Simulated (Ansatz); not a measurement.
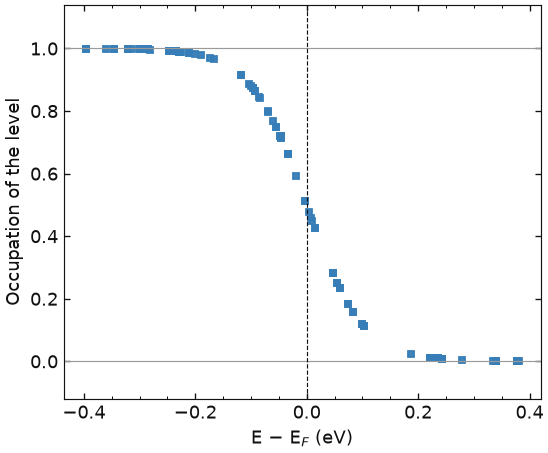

Occupations of the one-electron levels of the k mesh against their energy, from a run on Tl, space group Fmmm (No. 69), 1 atom in the cell, with Ansatz.

### Name the smearing function and its width.

Fermi-Dirac smearing with a width of 0.05 eV. The occupations stay between 0 and 1 and have long exponential tails; the slope at the Fermi level is 1/(4 × width).
